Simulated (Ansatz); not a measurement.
**Geometry relaxation of Ta2Si (part 1 of 2)**

Ta2Si (I4/mcm, 6 atoms in the cell), computed with DFT r2SCAN, scalar-relativistic, plane waves, PAW, no spin polarisation (Ansatz 0.2.0).

The structure derives from a Materials Project entry.

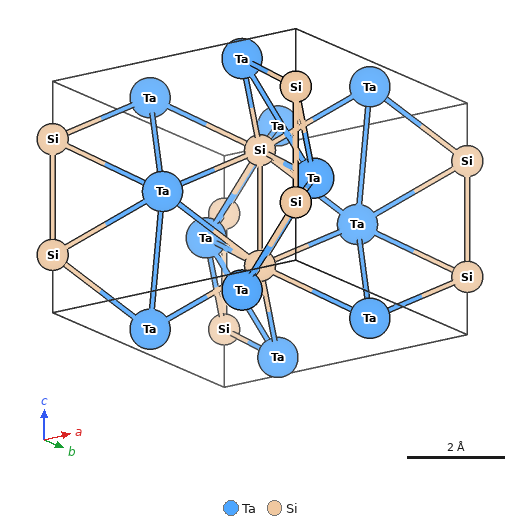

The structure as given in the input (ball-and-stick view of the cell 2 times as large as that of the calculation, set on its symmetry axes, seen at an oblique angle). An atom can appear more than once, as a periodic image.

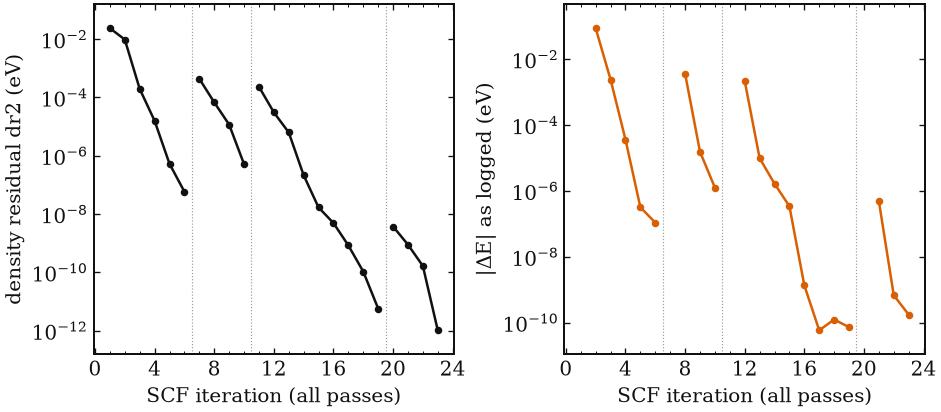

Convergence of the self-consistent field: density residual dr2 and size of the energy change against the SCF iteration. The dotted lines part the SCF passes of the relaxation: geometry steps, rejected trials and re-solves on a re-selected basis. The passes take 6, 4, 9 and 4 iterations.

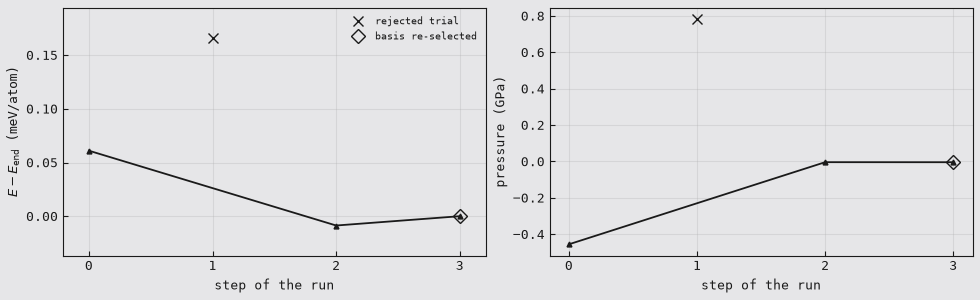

Progress of the relaxation, step by step (the first geometry is step 0 here and step 1 in the log). Over 2 geometry steps the energy falls by 0.1 meV per atom. The largest force component goes from 0.00016 to 0.0026 eV/Å. The pressure goes from −0.46 to 0.00 GPa. The line search rejected the trial step at point 1 (counted from 0) and went back. No atom moves by more than 0.005 Å relative to the cell. The volume changes by −0.2 %, with a = b 6.176 → 6.168 Å (−0.1 %), c 5.047 → 5.049 Å (0.0 %). The space group stays I4/mcm (No. 140). A last SCF at the same geometry on a re-selected plane-wave basis shifts the energy by +0.0 meV per atom. (Atoms are counted from 1 in the order of the input.)

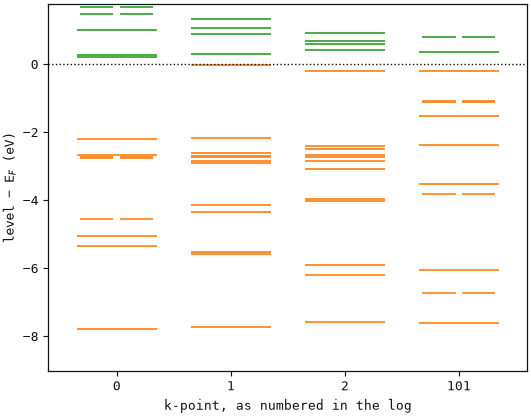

Kohn–Sham levels near the Fermi level (dotted) at the few k-points that the log prints; levels within 0.02 eV of each other stand side by side. The system is metallic on the full mesh.

These pictures come from the run below.

## Input file
```yaml
crystal:
  lattice:
    - [-3.0877629443, 3.0877629443, 2.5236412193]
    - [3.0877629443, -3.0877629443, 2.5236412193]
    - [3.0877629443, 3.0877629443, -2.5236412193]
  atoms:
    - { symbol: Ta, position: [0.66359321, 0.83640679, 0.5] }
    - { symbol: Ta, position: [0.83640679, 0.33640679, 0.17281358] }
    - { symbol: Ta, position: [0.33640679, 0.16359321, 0.5] }
    - { symbol: Ta, position: [0.16359321, 0.66359321, 0.82718642] }
    - { symbol: Si, position: [0.25, 0.25, 0.0] }
    - { symbol: Si, position: [0.75, 0.75, 0.0] }
basis:
  ecutwfc: 500
kpoints:
  mp_grid: { grid: [10, 10, 10] }
hamiltonian:
  xc: r2scan
scf:
  occupations: { method: gaussian, width: 0.1 }
output:
  forces: true
  stress: true
  eigenvalues: true
relax:
  adjacent_minimum: "off"
  f_tol: 0.005
  max_steps: 80
  cell: { stress_tol: 0.05 }
```

Run as:
```bash
ansatz run input.yaml --threads 2 --pin off --max-ram 5120MiB --backend cpu --events-out ev --progress --plain --runs-dir out
```

## Output
```
Engine: ansatz 0.2.0, aarch64-unknown-linux-gnu
Pseudopotentials: kind: paw
Pseudopotential: Ta, paw, valence charge 13, recommended cutoff 500 eV (meta_gga), Ta.paw.azcp
Pseudopotential: Si, paw, valence charge 4, recommended cutoff 500 eV (meta_gga), Si.paw.azcp
Functional definition: r2SCAN
  parameter k0 = 0.174
  parameter k1 = 0.065
  parameter a1 = 4.9479
  exchange = r2scan_x(k0 = k0, k1 = k1, a1 = a1)
  correlation = r2scan_c
Crystal: 6 atoms, lattice volume = 96.244 Å³
Basis set: ecut = 500 eV, 2473 PW (Γ), exchange–correlation on 160×160×160 points (64 copies of the dense FFT grid, shifted against one another)
Bands: 36, of which v1, the nominal top of the filled ones, is band 30 counted from 1 (29 counted from 0)
Symmetry: 16 space group operations
Space group: I4/mcm (ITA 140), of the structure as read, at distance tolerance 4.6e-5 Å
k-points: 102 of 1000
Non-local potential: Ta, projectors of the file, l = 0: 3, l = 1: 2, l = 2: 2, l = 3: 1
Non-local potential: Si, projectors of the file, l = 0: 2, l = 1: 2, l = 2: 2
PAW form: soft (Blöchl's): semilocal exchange-correlation on the pseudo side does not see the compensation charge
PAW frozen core: Ta, regenerated for the run's functional (the file was generated under x = pbe(κ = 0.804, μ = 0.2195149727645171), c = pbe(β = 0.06672455060314922))
PAW frozen core: Si, regenerated for the run's functional (the file was generated under x = pbe(κ = 0.804, μ = 0.2195149727645171), c = pbe(β = 0.06672455060314922))
PAW one-centre angular grid: Ta, 590 points (default); XC on 160 Gauss nodes
PAW one-centre angular grid: Si, 302 points (default); XC on 160 Gauss nodes
Initial density: superposition of atomic densities (neutral atoms: chi_scale 0, normalization atom), corrected by the library's trained network
Initial wavefunctions: pseudopotential atomic-orbital guess
Functional: x = r2scan, c = r2scan; τ floored in thin density (d = 2e-4 eV/Å³)
SCF iter   1: F=—  HF=-41058.992183 eV  |F-HF|=—  |Δ(HF+E_count)|=         —  Δρ=5.85e-3  dr2=2.36e-2  dr2_τ=9.80e-2  ethr=1.77e-3  ⟨swp⟩=5.7  Hψ=15772  notcnv=0
preconditioner: auto → Kerker (q_TF=auto, 2.522 Å⁻¹)  [metal: Δε(μ)=0.017 eV  Ē_g=5.780 eV  σ=0.100 eV  W_gap=0.09  n_scr=18 (ndim 8)  ℏωp=20.0 eV  f_vac=0.000  D(μ)=2.99/eV (n_scr^D=16)]
SCF iter   2: F=—  HF=-41059.078765 eV  |F-HF|=—  |Δ(HF+E_count)|=   8.66e-2  Δρ=4.02e-3  dr2=9.65e-3  dr2_τ=7.53e-4  ethr=3.93e-5  ⟨swp⟩=2.0  Hψ=7020  notcnv=0
SCF iter   3: F=—  HF=-41059.081150 eV  |F-HF|=—  |Δ(HF+E_count)|=   2.39e-3  Δρ=4.58e-4  dr2=1.96e-4  dr2_τ=1.26e-4  ethr=1.61e-5  ⟨swp⟩=2.0  Hψ=5119  notcnv=0
SCF iter   4: F=—  HF=-41059.081186 eV  |F-HF|=—  |Δ(HF+E_count)|=   3.62e-5  Δρ=1.43e-4  dr2=1.57e-5  dr2_τ=9.29e-7  ethr=3.26e-7  ⟨swp⟩=2.3  Hψ=5745  notcnv=0
SCF iter   5: F=—  HF=-41059.081186 eV  |F-HF|=—  |Δ(HF+E_count)|=   3.17e-7  Δρ=2.41e-5  dr2=5.28e-7  dr2_τ=1.27e-7  ethr=2.62e-8  ⟨swp⟩=2.0  Hψ=5101  notcnv=0
SCF iter   6: F=-41059.081186 eV  HF=-41059.081186 eV  |F-HF|=1.10e-8  |Δ(HF+E_count)|=   1.08e-7  Δρ=9.29e-6  dr2=5.81e-8  dr2_τ=4.45e-9  ethr=1.67e-10  ⟨swp⟩=10.2  Hψ=17062  notcnv=0
SCF 1 converged in 6 iterations: F = -41059.081186 eV  dr2 = 5.81e-8
  greatest PAW one-centre occupation: 0.998 electrons in one spin orbital (limit 2), on the Ta atom at site 3 (counted from 0), in its partial waves of l = 0
relax step   1: F+E_penalty+E_count = -41059.08118650 eV  Δ(F+E_penalty+E_count) = +0.000e0 eV  max|allowed force component| = 1.650e-4 eV/Å  Δτ_max = 0.0000 Å  P = -0.456 GPa  Ω = 96.244 Å³  (6 SCF iters, dr2 threshold 1.00e-7 eV, accepted)
Crystal: 6 atoms, lattice volume = 95.717 Å³
Basis set: ecut = 500 eV, 2409 PW (Γ), exchange–correlation on 160×160×160 points (64 copies of the dense FFT grid, shifted against one another)
Initial density: handed on by an earlier stage of this run
Initial wavefunctions: those handed on with the density
iter 1 solved again at ethr=6.91e-7 eV; its pass at ethr=3.10e-3 eV (dr2=4.14e-4 eV) is discarded
SCF iter   1: F=—  HF=-41059.076924 eV  |F-HF|=—  |Δ(HF+E_count)|=         —  Δρ=6.49e-4  dr2=4.36e-4  dr2_τ=4.36e-3  ethr=6.91e-7  ⟨swp⟩=3.5  Hψ=20367  notcnv=0
preconditioner: auto → Kerker (q_TF=auto, 2.524 Å⁻¹)  [metal: Δε(μ)=0.005 eV  Ē_g=5.821 eV  σ=0.100 eV  W_gap=0.03  n_scr=18 (ndim 8)  ℏωp=20.1 eV  f_vac=0.000  D(μ)=3.00/eV (n_scr^D=16)]
SCF iter   2: F=—  HF=-41059.080538 eV  |F-HF|=—  |Δ(HF+E_count)|=   3.61e-3  Δρ=3.09e-4  dr2=6.77e-5  dr2_τ=4.82e-6  ethr=6.91e-7  ⟨swp⟩=2.0  Hψ=6616  notcnv=0
SCF iter   3: F=—  HF=-41059.080553 eV  |F-HF|=—  |Δ(HF+E_count)|=   1.54e-5  Δρ=1.18e-4  dr2=1.17e-5  dr2_τ=1.19e-6  ethr=1.13e-7  ⟨swp⟩=2.4  Hψ=4895  notcnv=0
SCF iter   4: F=-41059.080554 eV  HF=-41059.080554 eV  |F-HF|=1.31e-7  |Δ(HF+E_count)|=   1.25e-6  Δρ=2.20e-5  dr2=5.15e-7  dr2_τ=1.53e-8  ethr=1.00e-9  ⟨swp⟩=5.4  Hψ=18582  notcnv=0
SCF 2 converged in 4 iterations: F = -41059.080554 eV  dr2 = 5.15e-7
relax step   2: F+E_penalty+E_count = -41059.08055425 eV  Δ(F+E_penalty+E_count) = +6.322e-4 eV  max|allowed force component| = 3.359e-2 eV/Å  Δτ_max = 0.0030 Å  P = +0.784 GPa  Ω = 95.717 Å³  energy of the carried Pulay correction = +1.561e-4 eV  (4 SCF iters, dr2 threshold 6.00e-7 eV, rejected (line search))
Crystal: 6 atoms, lattice volume = 96.057 Å³
Basis set: ecut = 500 eV, 2441 PW (Γ), exchange–correlation on 160×160×160 points (64 copies of the dense FFT grid, shifted against one another)
iter 1 solved again at ethr=4.08e-7 eV; its pass at ethr=3.10e-3 eV (dr2=2.45e-4 eV) is discarded
SCF iter   1: F=—  HF=-41059.079423 eV  |F-HF|=—  |Δ(HF+E_count)|=         —  Δρ=4.32e-4  dr2=2.33e-4  dr2_τ=3.18e-3  ethr=4.08e-7  ⟨swp⟩=2.1  Hψ=18283  notcnv=0
preconditioner: auto → Kerker (q_TF=auto, 2.522 Å⁻¹)  [metal: Δε(μ)=0.003 eV  Ē_g=5.812 eV  σ=0.100 eV  W_gap=0.02  n_scr=18 (ndim 8)  ℏωp=20.0 eV  f_vac=0.000  D(μ)=2.99/eV (n_scr^D=16)]
SCF iter   2: F=—  HF=-41059.081593 eV  |F-HF|=—  |Δ(HF+E_count)|=   2.17e-3  Δρ=2.18e-4  dr2=3.07e-5  dr2_τ=2.20e-6  ethr=3.89e-7  ⟨swp⟩=2.0  Hψ=6618  notcnv=0
SCF iter   3: F=—  HF=-41059.081603 eV  |F-HF|=—  |Δ(HF+E_count)|=   9.83e-6  Δρ=8.80e-5  dr2=6.28e-6  dr2_τ=6.70e-7  ethr=5.12e-8  ⟨swp⟩=2.2  Hψ=4706  notcnv=0
SCF iter   4: F=—  HF=-41059.081605 eV  |F-HF|=—  |Δ(HF+E_count)|=   1.65e-6  Δρ=1.36e-5  dr2=2.14e-7  dr2_τ=5.63e-9  ethr=1.05e-8  ⟨swp⟩=2.9  Hψ=6568  notcnv=0
SCF iter   5: F=—  HF=-41059.081604 eV  |F-HF|=—  |Δ(HF+E_count)|=   3.41e-7  Δρ=3.34e-6  dr2=1.68e-8  dr2_τ=1.66e-9  ethr=3.57e-10  ⟨swp⟩=2.0  Hψ=4965  notcnv=0
SCF iter   6: F=—  HF=-41059.081604 eV  |F-HF|=—  |Δ(HF+E_count)|=   1.35e-9  Δρ=1.82e-6  dr2=4.90e-9  dr2_τ=7.26e-11  ethr=2.81e-11  ⟨swp⟩=2.6  Hψ=5505  notcnv=0
SCF iter   7: F=—  HF=-41059.081604 eV  |F-HF|=—  |Δ(HF+E_count)|=  5.82e-11  Δρ=7.36e-7  dr2=8.35e-10  dr2_τ=1.32e-11  ethr=8.16e-12  ⟨swp⟩=2.4  Hψ=4930  notcnv=0
SCF iter   8: F=—  HF=-41059.081604 eV  |F-HF|=—  |Δ(HF+E_count)|=  1.24e-10  Δρ=2.67e-7  dr2=1.06e-10  dr2_τ=1.63e-12  ethr=1.39e-12  ⟨swp⟩=2.3  Hψ=5161  notcnv=0
SCF iter   9: F=-41059.081604 eV  HF=-41059.081604 eV  |F-HF|=0.00e0  |Δ(HF+E_count)|=  7.28e-11  Δρ=6.29e-8  dr2=5.70e-12  dr2_τ=1.05e-13  ethr=1.00e-12  ⟨swp⟩=4.7  Hψ=12723  notcnv=0
SCF 3 converged in 9 iterations: F = -41059.081604 eV  dr2 = 5.70e-12
```
